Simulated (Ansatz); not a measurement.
## Molecular dynamics, with input and output: Si₁₆O (part 2 of 2)

Continued. System: Si₁₆O (defect cell, 17 atoms in the cell). Method: DFT PBE, scalar-relativistic, plane waves, PAW, PAW set soft_1, spin-polarised (Ansatz 0.2.0); cutoff 420 eV, 2×2×2 k-mesh, Fermi–Dirac smearing of 0.02 eV, collinear spins. It belongs to a series of runs on one base structure; here: dynamics from the last frame of the run before.

Geometry of the input (Å; fractional positions):
```
0.0000  5.4300  5.4300
5.4300  0.0000  5.4300
5.4300  5.4300  0.0000
Si 0.0003  0.0193  0.0284
Si 0.0905  0.0938  0.2250
Si -0.0917  -0.0429  0.6247
Si 0.1438  0.0774  0.6352
Si 0.0077  0.4644  0.0013
Si 0.0890  0.6375  0.1289
Si 0.0641  0.4730  0.4773
Si 0.1612  0.6027  0.6195
Si 0.4701  -0.0312  0.0354
Si 0.6261  0.1230  0.1044
Si 0.4957  -0.0225  0.4603
Si 0.5308  0.1886  0.5713
Si 0.4742  0.5035  -0.0044
Si 0.6324  0.6063  0.1016
Si 0.5660  0.5076  0.4467
Si 0.6694  0.6251  0.5974
O  0.3884  1.1325  0.8158
```

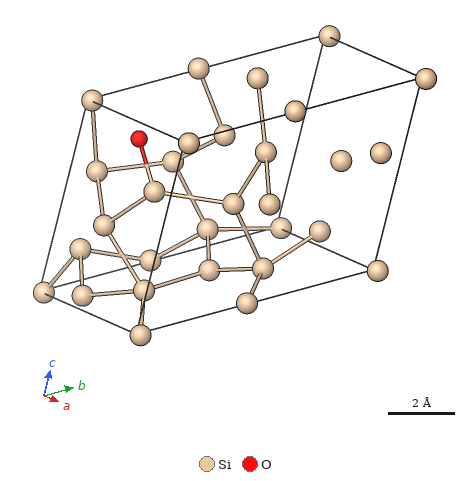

Figure 1. The geometry at step 43 of the log (ball-and-stick view of the cell of the calculation, seen slightly off an axis).

## The program's output, continued
```
md step    32: t =    32.00 fs  T =  2033.8 K  F+E_penalty+E_count = -10734.87941410 eV  E_kin = 4.469020 eV  (7 SCF iters)
md step    33: t =    33.00 fs  T =  1946.6 K  F+E_penalty+E_count = -10734.86693111 eV  E_kin = 4.277565 eV  (8 SCF iters)
md step    34: t =    34.00 fs  T =  1879.3 K  F+E_penalty+E_count = -10734.84743868 eV  E_kin = 4.129606 eV  (8 SCF iters)
md step    35: t =    35.00 fs  T =  1971.2 K  F+E_penalty+E_count = -10734.80919644 eV  E_kin = 4.331636 eV  (7 SCF iters)
md step    36: t =    36.00 fs  T =  1765.3 K  F+E_penalty+E_count = -10734.75393183 eV  E_kin = 3.879010 eV  (7 SCF iters)
md step    37: t =    37.00 fs  T =  1817.1 K  F+E_penalty+E_count = -10734.70841989 eV  E_kin = 3.992910 eV  (7 SCF iters)
md step    38: t =    38.00 fs  T =  1789.2 K  F+E_penalty+E_count = -10734.69219100 eV  E_kin = 3.931677 eV  (8 SCF iters)
md step    39: t =    39.00 fs  T =  1730.0 K  F+E_penalty+E_count = -10734.69266657 eV  E_kin = 3.801502 eV  (7 SCF iters)
md step    40: t =    40.00 fs  T =  1745.2 K  F+E_penalty+E_count = -10734.69862179 eV  E_kin = 3.834848 eV  (7 SCF iters)
md step    41: t =    41.00 fs  T =  1755.5 K  F+E_penalty+E_count = -10734.71122824 eV  E_kin = 3.857482 eV  (7 SCF iters)
md step    42: t =    42.00 fs  T =  1676.9 K  F+E_penalty+E_count = -10734.72128278 eV  E_kin = 3.684931 eV  (7 SCF iters)
md step    43: t =    43.00 fs  T =  1819.7 K  F+E_penalty+E_count = -10734.72510084 eV  E_kin = 3.998602 eV  (7 SCF iters)
md step    44: t =    44.00 fs  T =  1710.4 K  F+E_penalty+E_count = -10734.72185836 eV  E_kin = 3.758508 eV  (7 SCF iters)
md step    45: t =    45.00 fs  T =  1769.3 K  F+E_penalty+E_count = -10734.70154594 eV  E_kin = 3.887800 eV  (7 SCF iters)
md step    46: t =    46.00 fs  T =  1766.4 K  F+E_penalty+E_count = -10734.66124100 eV  E_kin = 3.881627 eV  (7 SCF iters)
preconditioner: auto → Resta (q_TF=auto, 2.118 Å⁻¹)  ε∞=5.8  [insulator: Δε(μ)=0.195 eV  Ē_g=7.816 eV  σ=0.020 eV  W_gap=0.98  n_scr=58 (ndim 8)  ℏωp=17.1 eV  f_vac=0.000  D(μ)=0.19/eV (n_scr^D=0)  ε∞_Penn≈5.8]
spin=Collinear: Rest
[...]
SCF iter   2: F=—  HF=-10734.158985 eV  |F-HF|=—  |Δ(HF+E_count)|=   1.19e-3  Δρ=6.42e-4 (↑6.42e-4 ↓6.15e-4)  dr2=3.32e-3  dr2_m=5.46e-4  M=-0.000 μB ∫|m|=0.004 μB  β_m=0.50  ethr=1.21e-5  ⟨swp⟩=1.5  Hψ=1082  notcnv=0  defer=2
SCF iter   3: F=—  HF=-10734.158681 eV  |F-HF|=—  |Δ(HF+E_count)|=   3.04e-4  Δρ=2.33e-4 (↑2.33e-4 ↓2.32e-4)  dr2=3.10e-4  dr2_m=6.42e-5  M=-0.000 μB ∫|m|=0.002 μB  β_m=0.51  ethr=4.75e-6  ⟨swp⟩=2.6  Hψ=1310  notcnv=0  defer=2
SCF iter   4: F=—  HF=-10734.158681 eV  |F-HF|=—  |Δ(HF+E_count)|=   1.06e-7  Δρ=6.39e-5 (↑6.37e-5 ↓6.39e-5)  dr2=2.80e-5  dr2_m=5.67e-6  M=-0.000 μB ∫|m|=0.001 μB  β_m=0.65  ethr=4.42e-7  ⟨swp⟩=2.0  Hψ=1321  notcnv=0  defer=2
SCF iter   5: F=—  HF=-10734.158647 eV  |F-HF|=—  |Δ(HF+E_count)|=   3.40e-5  Δρ=1.01e-5 (↑1.01e-5 ↓9.80e-6)  dr2=1.36e-6  dr2_m=3.82e-8  M=-0.000 μB ∫|m|=0.000 μB  β_m=0.79  ethr=4.00e-8  ⟨swp⟩=2.1  Hψ=1354  notcnv=0  defer=2
iter 6 did not close the SCF: its close was put off for a magnetic moment that had not settled (scf_convergence_deferred on its scf_iter line)
SCF iter   6: F=-10734.158647 eV  HF=-10734.158647 eV  |F-HF|=6.03e-8  |Δ(HF+E_count)|=   4.78e-7  Δρ=2.49e-6 (↑2.49e-6 ↓2.41e-6)  dr2=9.03e-8  dr2_m=2.11e-9  M=0.000 μB ∫|m|=0.000 μB  β_m=0.89  ethr=1.43e-10  ⟨swp⟩=3.1  Hψ=3130  notcnv=0
iter 7 did not close the SCF: its close was put off for a magnetic moment that had not settled (scf_convergence_deferred on its scf_iter line)
SCF iter   7: F=-10734.158647 eV  HF=-10734.158647 eV  |F-HF|=2.06e-9  |Δ(HF+E_count)|=   7.37e-8  Δρ=5.88e-7 (↑5.88e-7 ↓5.86e-7)  dr2=9.60e-9  dr2_m=1.02e-10  M=0.000 μB ∫|m|=0.000 μB  β_m=0.95  ethr=1.29e-10  ⟨swp⟩=2.0  Hψ=2759  notcnv=0
SCF iter   8: F=-10734.158647 eV  HF=-10734.158647 eV  |F-HF|=1.42e-10  |Δ(HF+E_count)|=   5.77e-9  Δρ=1.56e-7 (↑1.56e-7 ↓1.53e-7)  dr2=5.48e-10  dr2_m=1.56e-12  M=0.000 μB ∫|m|=0.000 μB  ethr=1.37e-11  ⟨swp⟩=1.0  Hψ=2218  notcnv=0
the starting moments were not kept: the SCF closed with an absolute magnetisation of 2.1e-6 μB, where they sum to 1 μB in size (1 site). That is at most 0.1 of that sum. Measured as dr2_m measures the in/out step, that magnetisation stands 1.0e-13 eV from none, at or under the dr2_threshold of 1.0e-7 eV: it is no larger than a step whose dr2_m would equal this threshold.
SCF 71 converged in 8 iterations: F = -10734.158647 eV  dr2 = 5.48e-10
md step    70: t =    70.00 fs  T =  1792.4 K  F+E_penalty+E_count = -10734.15864724 eV  E_kin = 3.938742 eV  (8 SCF iters)
```

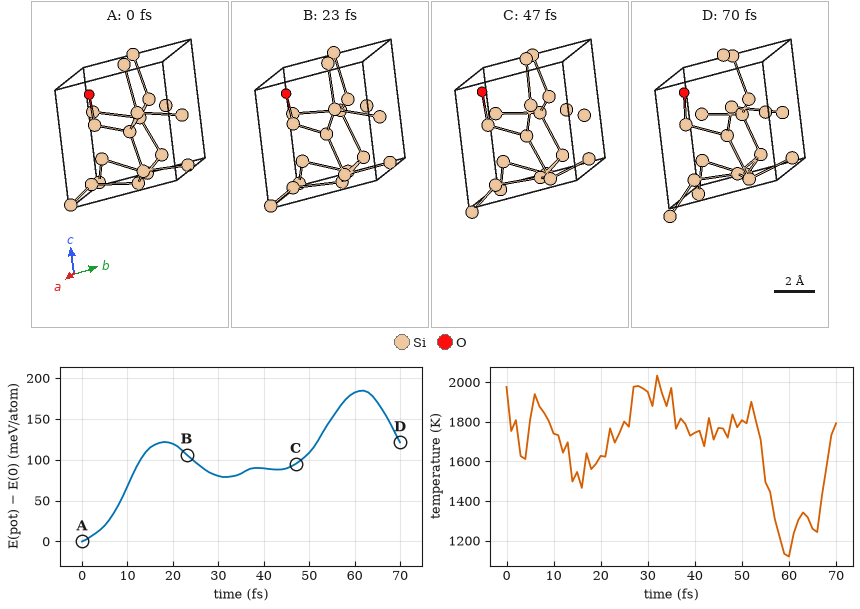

Figure 2. Frames of the molecular dynamics (ball-and-stick, reduced simulation cell, seen slightly off an axis) above the curves, on which the letters mark them. The trajectory kept here has 71 frames over 70 fs. The temperature starts at 1976 K, ranges from 1120 to 2034 K and averages 1601 K over the second half. The potential energy ends 121.3 meV/atom above its first value. With the common drift removed, the root-mean-square displacement is 0.44 Å.

```
SCF converged after 8 iterations
Magnetization: 0.0000 μB (35.0000 up, 35.0000 down)
Absolute magnetization: 0.0000 μB (∫|ρ↑−ρ↓|, with the PAW one-centre terms)
Spin contamination: 0.0000 ħ² per cell (⟨S²⟩ above its minimum at these occupations)
Per-site moments (μB) at R_I (Å): [(-9.05550905394876e-8, 0.9320381737759145), (5.447546034017353e-8, 0.9494449512102218), (5.768070170765141e-9, 0.9494449512102218), (2.6003152350336434e-9, 0.9188049370268792), (2.7476999885160075e-9, 0.9291758772547872), (1.7448771398909488e-8, 0.9404728939237073), (5.556014226484328e-9, 0.9188049370268792), (-3.059566852840885e-8, 0.9574394286548853), (1.9180500746743195e-8, 0.7449143260356756), (7.595215243824547e-9, 0.9197773607011482), (1.8985966196934543e-8, 0.9417253697042784), (3.2269786274159373e-10, 0.6731915972103781), (-1.68658135220503e-8, 0.9197773607011482), (-4.041128499460974e-8, 0.9291758772547872), (6.592615296720437e-8, 0.931341991105189), (-2.1127421601554497e-8, 0.931341991105189), (-3.0501353121308114e-8, 0.6731915972103781)]
Free energy (F): -10734.158647 eV
Harris-Foulkes:  -10734.158647 eV  (|F-HF|=1.42e-10)
Internal energy: -10734.158328 eV  (E = F + TS)
E sigma→0 (E₀):  -10734.158488 eV
Entropy (-TS):   -0.000319 eV (-0.019 meV/atom)
Fermi energy:    6.653500 eV
--- Per-component energies (eV) ---
  E_band       = 74.754301
  E_kinetic    = 817.725374
  E_local      = -929.728688  (includes V_loc(G=0)·N_el)
  E_nonlocal   = 414.047188
  E_hartree    = 345.835689
  E_xc         = -972.192301
  E_vxc        = -851.764777  (∫ρ·V_xc dr)
  E_paw        = -8345.907235  (= ΣΔE_a)
  E_vpaw       = -67.197609  (= ΣTr[D̂ρ^β])
  E_aug_tail   = 0.001380  (compensation charges beyond the density's cutoff)
  E_ewald      = -2063.939736
  E_smearing   = -0.000319  (= −TS)
  E_closure    = 0.000000  (closes the sum)
  Σ components = -10734.158647   (vs F -10734.158647, Δ=0.00e0)
--- Forces (eV/Å), atoms counted from 1 ---
  atom   1  Si     2.40549043     1.79747116    -1.80862171
  atom   2  Si    -1.32812654    -0.84801558     1.05641380
  atom   3  Si     0.38376150    -0.12532717    -0.00854536
  atom   4  Si    -1.43933587     0.64379368    -0.37302284
  atom   5  Si    -0.79887819     0.77786984    -0.54017515
  atom   6  Si    -0.09436673     0.31530233     2.04839343
  atom   7  Si     1.73120945    -1.28773345    -0.57446922
  atom   8  Si    -0.96590692     0.91852938     0.83784993
  atom   9  Si    -0.66847549    -0.60012962     0.56003053
  atom  10  Si    -2.27852144    -0.36572900    -1.22426834
  atom  11  Si    -0.85320294     0.84397482    -0.62113435
  atom  12  Si     0.03819264     0.13240221     1.38363465
  atom  13  Si    -0.59144497    -2.40338295    -0.11014866
  atom  14  Si     2.19976663     0.07328095    -0.31430566
  atom  15  Si    -0.27649815    -1.35276157    -2.13369372
  atom  16  Si     1.51085526     0.53320067     1.41810548
  atom  17  O      1.02548042     0.94724963     0.40396227
  max |Σ_I F_I| component: 5.09e-6 eV/Å
--- MD trajectory: 70 steps, t = 0.0 → 70.0 fs ---
  final state: T = 1792.4 K   F+E_penalty+E_count = -10734.15864724 eV   E_kin = 3.938742 eV
```

## Trajectory as extended XYZ (Å, eV, eV/Å), 6 of the 71 frames kept, from step=0 to step=70
```
17
Lattice="0.0000 5.4300 5.4300 5.4300 0.0000 5.4300 5.4300 5.4300 0.0000" Properties=species:S:1:pos:R:3:forces:R:3 step=0 time_fs=0.0 energy=-10736.22128 temperature=1976.5
Si    0.2587    0.1558    0.1063   -1.4027  -0.8618  -0.8407
Si    1.7311    1.7131    1.0003    0.2957   0.3746  -0.0477
Si    3.1591    2.8942   -0.7306   -0.6997  -0.4472   1.0959
Si    3.8697    4.2303    1.2014    2.0046  -1.0872  -1.0261
Si    2.5290    0.0493    2.5639    0.3695   0.2851   0.3959
Si    4.1614    1.1831    3.9447   -0.8396  -0.1754   1.0416
Si    5.1600    2.9395    2.9164    0.4783   0.0216  -1.7141
Si    6.6366    4.2389    4.1480    0.4353   0.2569   0.3227
Si    0.0231    2.7448    2.3831    0.9989  -0.6031   0.6422
Si    1.2346    3.9666    4.0674   -0.7712  -0.9496   0.5433
Si    2.3770    5.1910    2.5694    0.2358   0.4159   0.7250
Si    4.1263    5.9844    3.9066   -2.2957   1.1733   1.2342
Si    2.7101    2.5512    5.3089   -0.8525  -0.6910   0.0254
Si    3.8437    3.9853    6.7259   -0.9435  -0.8218   0.9183
Si    5.1818    5.4987    5.8296    1.8348  -0.2319  -1.0516
Si    6.6379    6.8784    7.0288   -0.2310   1.7418  -0.8043
O    10.5796    6.5392    8.2587    1.3830   1.5998  -1.4600
17
Lattice="0.0000 5.4300 5.4300 5.4300 0.0000 5.4300 5.4300 5.4300 0.0000" Properties=species:S:1:pos:R:3:forces:R:3 step=14 time_fs=14.0 energy=-10734.36247 temperature=1498.8
Si    0.2594    0.1517    0.1346   -2.2584  -1.5788  -0.8477
Si    1.6435    1.6551    1.0606    1.5300   1.3965  -0.3891
Si    3.1631    2.8449   -0.8267   -1.3743   0.0150   1.1916
Si    3.7702    4.1301    1.1269    2.1390  -0.5465  -0.3730
Si    2.5898    0.1216    2.5841   -0.7265   0.1499   1.1136
Si    4.1172    1.1976    4.0500    1.8778  -0.3781  -1.3738
Si    5.3466    2.8882    2.6930   -1.8207  -0.2964  -0.2728
Si    6.5797    4.2236    4.0416    0.9964   0.7727   0.6899
Si    0.2028    2.8037    2.5659   -0.9379   2.3164  -3.2256
Si    1.1357    3.8741    4.1423    2.0105   1.5056   1.9417
Si    2.2417    5.2092    2.4487    1.9527  -1.8724   2.8316
Si    4.1652    6.0450    3.9848   -3.0672   1.7195  -3.3128
Si    2.8106    2.4426    5.2659   -2.3017   1.9942   1.9882
Si    3.7829    4.0546    6.8468    1.0771  -1.9415  -0.2245
Si    5.0646    5.6246    5.8090    2.3285  -1.8176   1.4062
Si    6.6721    6.8464    6.9330   -0.2574   2.3706  -1.9449
O    10.5934    6.7806    8.3080   -1.1678  -3.8090   0.8014
17
Lattice="0.0000 5.4300 5.4300 5.4300 0.0000 5.4300 5.4300 5.4300 0.0000" Properties=species:S:1:pos:R:3:forces:R:3 step=28 time_fs=28.0 energy=-10734.78369 temperature=1981.2
Si    0.1850    0.1431    0.0953   -1.4288  -1.3126   0.2191
Si    1.6427    1.6429    1.0166    0.8969   1.2235   0.0622
Si    3.0959    2.7619   -0.8038   -2.0438  -0.1106   0.1323
Si    3.7381    3.9796    0.9706    1.7975   1.1453   1.7859
Si    2.6395    0.1739    2.6135   -1.4774  -0.0693   0.7348
Si    4.1473    1.1225    4.0659    1.5865   0.9957  -1.8098
Si    5.4181    2.9057    2.4884   -2.2327   0.4918   1.2559
Si    6.5967    4.2309    4.0136    0.3443   0.5221   0.2417
Si    0.2799    3.0038    2.5216   -0.8841  -1.7269  -1.7639
Si    1.1828    3.9527    4.2255    2.0089   0.4367   1.2568
Si    2.2449    5.1909    2.4779    1.3888   0.4542   0.1477
Si    4.1187    6.1839    3.8509   -3.1229  -0.6971   0.8125
Si    2.8849    2.4569    5.3079   -1.1995   2.3015   0.7275
Si    3.7963    3.9826    7.0297    0.8005  -0.9759  -1.0047
Si    4.9594    5.6381    5.8854    1.2657  -0.9660  -1.2155
Si    6.6890    7.0393    6.6768    0.4551  -2.0560   0.0479
O    10.5620    6.8772    8.3107    1.8450   0.3436  -1.6303
17
Lattice="0.0000 5.4300 5.4300 5.4300 0.0000 5.4300 5.4300 5.4300 0.0000" Properties=species:S:1:pos:R:3:forces:R:3 step=42 time_fs=42.0 energy=-10734.72128 temperature=1676.9
Si    0.0501    0.0456    0.1447   -0.9889   0.6056   0.5558
Si    1.6425    1.6109    0.9932   -0.1006   0.7783  -0.7245
Si    3.0024    2.7540   -0.8073   -1.8472   0.3316   0.3676
Si    3.7841    3.9042    0.9428    1.1385   1.4370   2.1242
Si    2.5494    0.2183    2.6046    0.6666  -0.1487   0.6761
Si    4.1877    1.2283    4.0316    0.7282   0.5339  -1.7705
Si    5.3153    2.9161    2.5039    0.2193  -0.3116   0.7462
Si    6.7144    4.3021    3.9896   -1.6120  -0.1335   0.2090
Si    0.3339    3.0599    2.4003    1.7448  -1.1134   1.5816
Si    1.3537    4.1310    4.4002    0.7292  -1.6798  -2.1462
Si    2.3699    5.1773    2.5503    0.2480   0.9343  -1.1296
Si    3.9841    6.3296    3.7876    0.6651  -0.4574  -0.0532
Si    3.0246    2.6704    5.3244   -0.9331   1.0400   0.6181
Si    3.8419    3.8836    7.2072   -0.8936   1.5972  -1.4159
Si    4.9398    5.7119    5.9523    0.5822  -0.9138  -2.0118
Si    6.7163    7.1315    6.4821   -0.2196  -1.5213   1.6327
O    10.5206    6.9479    8.1188   -0.1270  -0.9783   0.7405
17
Lattice="0.0000 5.4300 5.4300 5.4300 0.0000 5.4300 5.4300 5.4300 0.0000" Properties=species:S:1:pos:R:3:forces:R:3 step=56 time_fs=56.0 energy=-10733.51854 temperature=1446.5
Si   -0.1178   -0.0703    0.2974    2.1728   2.7588  -2.2049
Si    1.6404    1.6078    0.9011   -0.8184  -0.4195   0.6876
Si    2.9087    2.7585   -0.7224   -0.4187   0.0046  -0.0015
Si    3.8681    3.8901    1.0330   -0.6507  -0.5583   2.0383
Si    2.5385    0.2186    2.6578    0.2995   1.1349  -0.1950
Si    4.2157    1.3368    3.9150   -0.3517  -0.4185   1.4367
Si    5.3059    2.8805    2.6420    1.2569   0.0158  -0.8870
Si    6.7304    4.2917    4.0093   -1.9043   0.1544   0.4143
Si    0.4696    3.0639    2.4648   -0.2228  -1.2329   0.7348
Si    1.6055    4.2346    4.4946   -3.3450   0.6904  -2.2672
Si    2.5098    5.1640    2.5606   -1.3016   0.6540  -1.6923
Si    3.9398    6.3559    3.7603    2.1656   0.7836  -0.0951
Si    3.1171    3.0235    5.3493    0.7858  -3.5061   0.3517
Si    3.7826    3.9161    7.2788    1.7996   1.0624   0.1958
Si    4.9756    5.6800    5.9404   -0.3555  -1.4862  -2.0898
Si    6.6512    7.0774    6.4278    1.4240   0.2519   1.6488
O    10.5129    6.8828    7.9700   -0.5354   0.1108   1.9249
17
Lattice="0.0000 5.4300 5.4300 5.4300 0.0000 5.4300 5.4300 5.4300 0.0000" Properties=species:S:1:pos:R:3:forces:R:3 step=70 time_fs=70.0 energy=-10734.15865 temperature=1792.4
Si   -0.2224   -0.0366    0.2788    2.4055   1.7975  -1.8086
Si    1.6617    1.5893    0.8854   -1.3281  -0.8480   1.0564
Si    2.8902    2.7733   -0.6594    0.3838  -0.1253  -0.0085
Si    4.0010    3.7366    1.2297   -1.4393   0.6438  -0.3730
Si    2.5347    0.2234    2.7331   -0.7989   0.7779  -0.5402
Si    4.1830    1.2805    3.9129   -0.0944   0.3153   2.0484
Si    5.3550    2.8675    2.7702    1.7312  -1.2877  -0.5745
Si    6.6533    4.2657    4.0918   -0.9659   0.9185   0.8378
Si    0.5541    2.9875    2.5385   -0.6685  -0.6001   0.5600
Si    1.6676    4.3959    4.4565   -2.2785  -0.3657  -1.2243
Si    2.4873    5.1653    2.3909   -0.8532   0.8440  -0.6211
Si    3.9292    6.3582    3.6986    0.0382   0.1324   1.3836
Si    3.2148    3.0905    5.3912   -0.5914  -2.4034  -0.1101
Si    3.8363    3.9918    7.3763    2.1998   0.0733  -0.3143
Si    4.9896    5.5868    5.8766   -0.2765  -1.3528  -2.1337
Si    6.6507    6.9924    6.4788    1.5109   0.5332   1.4181
O    10.5572    6.8360    8.1286    1.0255   0.9472   0.4040
```

## Key numbers

- outcome: finished
- mean temperature over the second half: 1601 K
- trajectory: 70 steps, 70 fs
- ensemble: nvt_langevin
- temperature in the input: 2100.0 K
- time step: 1 fs
- electrons treated: 70
- potential energy (free energy of the electrons) (last step): −10734.1586 eV
- Fermi energy (last step): 6.654 eV
- net moment of the cell (last step): 0.00 μB
- integrated absolute moment (last step): 0.00 μB
- largest force (length of the vector) (last step): 3.505 eV/Å
- hardware: 1 thread of Intel Xeon @ 2.50GHz (Skylake/Cascade Lake), 64 GiB of memory available, shared host
- wall time: 18 min
- peak memory: 0.71 GiB

## Remarks

The program warns: some starting moments were not kept. The k-point mesh is coarse for a cell of this size, so the results may not be converged. So short a trajectory is not equilibrated. The logged temperature at the start can lie below the typed one, since it is counted over all degrees of freedom.
